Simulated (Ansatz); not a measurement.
# Run report: SnGe2, single-point calculation

- system: SnGe2 (P-3m1, 6 atoms in the cell)
- method: DFT, r2SCAN, plane waves, PAW, no spin polarisation (Ansatz 0.2.0)

The structure was built on a prototype by a generator. The geometry comes from this level: r2SCAN. It belongs to a series of runs on one base structure; here: volume -6%. Figures and captions count atoms from 1; the log counts them from 0 in places.

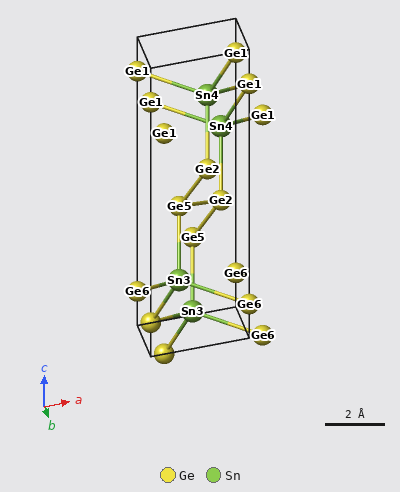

Figure 1. The structure (ball-and-stick view of the cell of the calculation, repeated 1 × 2 × 1, seen at an oblique angle; atoms are numbered from 1 in the order of the input). An atom can appear more than once, as a periodic image. Near neighbours in the periodic cell (some may lie outside the picture): Ge has 1 Ge at 2.40 Å and 3 Sn at 2.57 Å; Ge has 3 Ge at 2.50 Å and 1 Sn at 2.60 Å; Sn has 4 Ge at 2.57 to 2.60 Å.

Results in brief:

- outcome: converged
- space group (tolerance 0.01 Å): P-3m1 (164)
- electrons treated: 84
- free energy: −29288.4078 eV
- Fermi energy: 8.810 eV
- band gap: none (metallic)
- pressure: 4.19 GPa
- largest force (length of the vector): 0.081 eV/Å
- hardware: 2 threads of Arm Neoverse V1, 24 GiB of memory available, shared host
- wall time: 7.7 s (CPU time 15 s)
- peak memory: 0.78 GiB

Input file:
```yaml
crystal:
  lattice:
    - [4.1551078834, 0.0, 0.0]
    - [-2.0775539417, 3.5984289825, 0.0]
    - [0.0, 0.0, 10.1462800416]
  atoms:
    - { symbol: Ge, position: [0.0, 0.0, 0.8818589599] }
    - { symbol: Ge, position: [0.6666666667, 0.3333333333, 0.5355174598] }
    - { symbol: Sn, position: [0.3333333333, 0.6666666667, 0.208018859] }
    - { symbol: Sn, position: [0.6666666667, 0.3333333333, 0.791981141] }
    - { symbol: Ge, position: [0.3333333333, 0.6666666667, 0.4644825402] }
    - { symbol: Ge, position: [0.0, 0.0, 0.1181410401] }
kpoints:
  mp_grid: { grid: [6, 6, 2] }
hamiltonian:
  xc: r2scan
scf:
  occupations: { method: fermi_dirac, width: 0.02 }
  n_extra_bands: 5
output:
  forces: true
  stress: true
  eigenvalues: true
```

Launched with:
```bash
ansatz run input.yaml --threads 2 --pin off --max-ram 3686MiB --backend cpu --events-out ev --progress --plain --runs-dir out
```

What the program printed:
```
scf.n_extra_bands = 5 over 42 filled bands (N_el = 84.0): the run solves 47 bands
Engine: ansatz 0.2.0, aarch64-unknown-linux-gnu
Pseudopotentials: kind: paw
Pseudopotential: Ge, paw, valence charge 14, recommended cutoff 500 eV (meta_gga), Ge.paw.azcp
Pseudopotential: Sn, paw, valence charge 14, recommended cutoff 500 eV (meta_gga), Sn.paw.azcp
Functional definition: r2SCAN
  parameter k0 = 0.174
  parameter k1 = 0.065
  parameter a1 = 4.9479
  exchange = r2scan_x(k0 = k0, k1 = k1, a1 = a1)
  correlation = r2scan_c
Crystal: 6 atoms, lattice volume = 151.706 Å³
Basis set: ecut = 500 eV, 3799 PW (Γ), exchange–correlation on 128×128×300 points (64 copies of the dense FFT grid, shifted against one another)
Bands: 47, of which v1, the nominal top of the filled ones, is band 42 counted from 1 (41 counted from 0)
Symmetry: 12 space group operations
Space group: P-3m1 (ITA 164), of the structure as read, at distance tolerance 5.3e-5 Å
k-points: 14 of 72
Non-local potential: Ge, projectors of the file, l = 0: 2, l = 1: 2, l = 2: 3, l = 3: 1
Non-local potential: Sn, projectors of the file, l = 0: 2, l = 1: 2, l = 2: 2, l = 3: 2
PAW form: soft (Blöchl's): semilocal exchange-correlation on the pseudo side does not see the compensation charge
PAW frozen core: Ge, regenerated for the run's functional (the file was generated under x = pbe(κ = 0.804, μ = 0.2195149727645171), c = pbe(β = 0.06672455060314922))
PAW frozen core: Sn, regenerated for the run's functional (the file was generated under x = pbe(κ = 0.804, μ = 0.2195149727645171), c = pbe(β = 0.06672455060314922))
PAW one-centre angular grid: Ge, 590 points (default); XC on 160 Gauss nodes
PAW one-centre angular grid: Sn, 590 points (default); XC on 249 of its mesh's 2787 points in the sphere
Initial density: superposition of atomic densities (neutral atoms: chi_scale 0, normalization atom), corrected by the library's trained network
Initial wavefunctions: pseudopotential atomic-orbital guess
Functional: x = r2scan, c = r2scan; τ floored in thin density (d = 2e-4 eV/Å³)
SCF iter   1: F=—  HF=-29288.377694 eV  |F-HF|=—  |Δ(HF+E_count)|=         —  Δρ=5.98e-3  dr2=2.51e-2  dr2_τ=1.69e-2  ethr=1.77e-3  ⟨swp⟩=6.9  Hψ=2511  notcnv=0
preconditioner: auto → Resta (q_TF=auto, 2.472 Å⁻¹)  ε∞=2.7  [insulator: Δε(μ)=0.172 eV  Ē_g=21.475 eV  σ=0.020 eV  W_gap=0.97  n_scr=36 (ndim 8)  ℏωp=27.6 eV  f_vac=0.067  D(μ)=0.05/eV (n_scr^D=0)  ε∞_Penn≈2.7]
SCF iter   2: F=—  HF=-29288.407590 eV  |F-HF|=—  |Δ(HF+E_count)|=   2.99e-2  Δρ=1.74e-3  dr2=2.39e-3  dr2_τ=8.14e-5  ethr=2.99e-5  ⟨swp⟩=3.0  Hψ=1485  notcnv=0  defer=10
SCF iter   3: F=—  HF=-29288.407661 eV  |F-HF|=—  |Δ(HF+E_count)|=   7.05e-5  Δρ=1.14e-3  dr2=9.57e-4  dr2_τ=1.22e-5  ethr=2.85e-6  ⟨swp⟩=2.0  Hψ=928  notcnv=0  defer=10
SCF iter   4: F=—  HF=-29288.407741 eV  |F-HF|=—  |Δ(HF+E_count)|=   8.00e-5  Δρ=2.94e-4  dr2=7.22e-5  dr2_τ=9.52e-7  ethr=1.14e-6  ⟨swp⟩=2.0  Hψ=787  notcnv=0  defer=10
SCF iter   5: F=—  HF=-29288.407761 eV  |F-HF|=—  |Δ(HF+E_count)|=   2.02e-5  Δρ=5.06e-5  dr2=3.88e-6  dr2_τ=4.47e-8  ethr=8.59e-8  ⟨swp⟩=2.0  Hψ=953  notcnv=0  defer=10
SCF iter   6: F=—  HF=-29288.407762 eV  |F-HF|=—  |Δ(HF+E_count)|=   5.17e-7  Δρ=1.63e-5  dr2=1.23e-6  dr2_τ=8.83e-9  ethr=4.62e-9  ⟨swp⟩=2.0  Hψ=1131  notcnv=0  defer=10
SCF iter   7: F=-29288.407762 eV  HF=-29288.407762 eV  |F-HF|=1.06e-8  |Δ(HF+E_count)|=   1.06e-7  Δρ=5.90e-6  dr2=5.93e-8  dr2_τ=8.60e-10  ethr=1.19e-10  ⟨swp⟩=7.1  Hψ=3050  notcnv=0
SCF 1 converged in 7 iterations: F = -29288.407762 eV  dr2 = 5.93e-8
  greatest PAW one-centre occupation: 0.998 electrons in one spin orbital (limit 2), on the Ge atom at site 4 (counted from 0), in its partial waves of l = 2
```

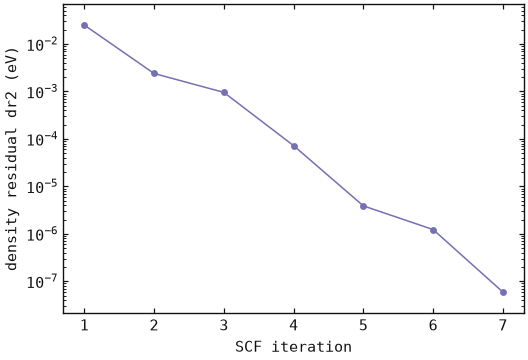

Figure 2. Convergence of the self-consistent field: density residual dr2 against the SCF iteration. The residual falls at every step.

```
SCF converged after 7 iterations
Free energy (F): -29288.407762 eV
Harris-Foulkes:  -29288.407762 eV  (|F-HF|=1.06e-8)
Internal energy: -29288.407619 eV  (E = F + TS)
E sigma→0 (E₀):  -29288.407690 eV
Entropy (-TS):   -0.000142 eV (-0.024 meV/atom)
Fermi energy:    8.809531 eV
--- Per-component energies (eV) ---
  E_band       = -861.659691
  E_kinetic    = 822.149963
  E_local      = -12139.147466  (includes V_loc(G=0)·N_el)
  E_nonlocal   = 1614.984930
  E_hartree    = 5665.132923
  E_xc         = -1026.040495
  E_vxc        = -481.484561  (∫ρ·V_xc dr)
  E_paw        = -16459.324338  (= ΣΔE_a)
  E_vpaw       = -2037.023115  (= ΣTr[D̂ρ^β])
  E_aug_tail   = 0.000065  (compensation charges beyond the density's cutoff)
  E_vtau       = 28.581269  (kinetic-family band-sum trace: ∫τ·v_τ [+ j·A + Jᵃ·Aᵃ] dr)
  E_ewald      = -7763.290779
  E_core_change = -2.872423  (= ΣΔE_core)
  E_smearing   = -0.000142  (= −TS)
  E_closure    = -0.000000  (closes the sum)
  Σ components = -29288.407762   (vs F -29288.407762, Δ=0.00e0)
--- Forces (eV/Å), atoms counted from 1 ---
  atom   1  Ge     0.00000000     0.00000000     0.01117778
  atom   2  Ge    -0.00000000     0.00000000    -0.08121319
  atom   3  Sn     0.00000000     0.00000000     0.06603118
  atom   4  Sn     0.00000000    -0.00000000    -0.06603118
  atom   5  Ge    -0.00000000    -0.00000000     0.08121319
  atom   6  Ge     0.00000000    -0.00000000    -0.01117778
  max |Σ_I F_I| component: 1.85e-17 eV/Å
--- Stress (GPa, compression-positive) ---
        4.167541      -0.000000      -0.000000
        0.000000       4.167541      -0.000000
       -0.000000       0.000000       4.222070
  P = ⅓ Tr σ = 4.1857 GPa (41.857 kbar)
--- Band table (eV; the first three rows and the last of 14) ---
  k-point 0: bands = ["-16.8565", "-16.8565", "-16.7994", "-16.7994", "-16.7784", "-16.7259", "-16.6590", "-16.6508", "-16.6508", "-16.6361", "-16.6361", "-16.5625", "-16.5625", "-16.5203", "-16.5203", "-16.4975", "-16.4975", "-16.4423", "-16.4423", "-16.3761", "-13.5688", "-13.5664", "-13.5581", "-13.5581", "-13.5557", "-13.5557", "-13.5020", "-13.5020", "-13.5009", "-13.5009", "-4.1042", "-3.0821", "-2.4977", "2.5820", "2.7803", "7.2656", "7.2656", "7.5834", "7.5834", "8.1428", "8.7366", "8.8967", "8.8967", "9.5978", "9.8142", "11.2463", "11.2463"]
  k-point 1: bands = ["-16.8565", "-16.8565", "-16.7994", "-16.7994", "-16.7784", "-16.7259", "-16.6590", "-16.6508", "-16.6508", "-16.6362", "-16.6362", "-16.5625", "-16.5625", "-16.5203", "-16.5203", "-16.4975", "-16.4975", "-16.4423", "-16.4423", "-16.3761", "-13.5682", "-13.5671", "-13.5582", "-13.5582", "-13.5556", "-13.5556", "-13.5018", "-13.5018", "-13.5011", "-13.5011", "-3.7914", "-3.7598", "-1.9047", "1.1547", "5.3927", "5.8640", "7.1513", "7.1513", "7.8750", "7.8750", "8.5391", "8.5927", "8.5927", "9.6424", "10.5495", "11.7343", "11.7343"]
  k-point 2: bands = ["-16.8667", "-16.8633", "-16.7973", "-16.7849", "-16.7763", "-16.7194", "-16.6675", "-16.6657", "-16.6594", "-16.6251", "-16.6211", "-16.5623", "-16.5621", "-16.5199", "-16.5196", "-16.4971", "-16.4967", "-16.4417", "-16.4408", "-16.3765", "-13.5736", "-13.5712", "-13.5530", "-13.5518", "-13.5503", "-13.5494", "-13.5043", "-13.5038", "-13.5026", "-13.5015", "-3.8076", "-2.8039", "-2.1906", "2.4140", "2.7319", "5.3121", "5.8703", "6.4136", "6.6018", "7.3365", "8.1356", "8.1734", "9.8217", "10.7534", "10.8382", "11.4634", "12.0686"]
  k-point 13: bands = ["-16.9067", "-16.8343", "-16.8343", "-16.7490", "-16.7310", "-16.7310", "-16.7010", "-16.6606", "-16.6560", "-16.6560", "-16.5790", "-16.5609", "-16.5609", "-16.5194", "-16.5194", "-16.4933", "-16.4933", "-16.4380", "-16.4380", "-16.3782", "-13.5828", "-13.5765", "-13.5388", "-13.5388", "-13.5371", "-13.5371", "-13.5091", "-13.5071", "-13.5044", "-13.5044", "-1.5381", "-1.0076", "-1.0076", "0.7160", "1.1689", "1.1689", "4.4107", "4.6939", "4.6939", "5.6406", "5.8898", "5.8898", "11.8056", "11.9350", "11.9350", "12.2177", "12.5100"]
```

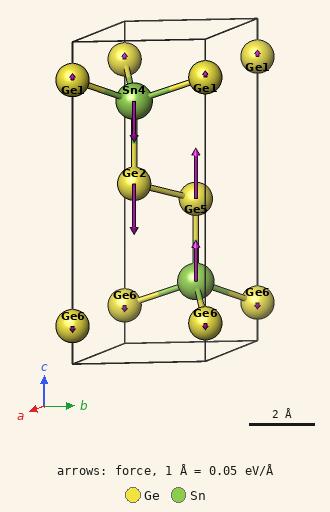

Figure 3. Forces on the atoms as pink arrows (ball-and-stick view of the cell of the calculation, seen slightly off an axis; atoms are numbered from 1 in the order of the input). The largest act on Ge2, Ge5 (0.08 eV/Å); Sn3, Sn4 (0.07 eV/Å). The geometry is not a stationary point of this energy.
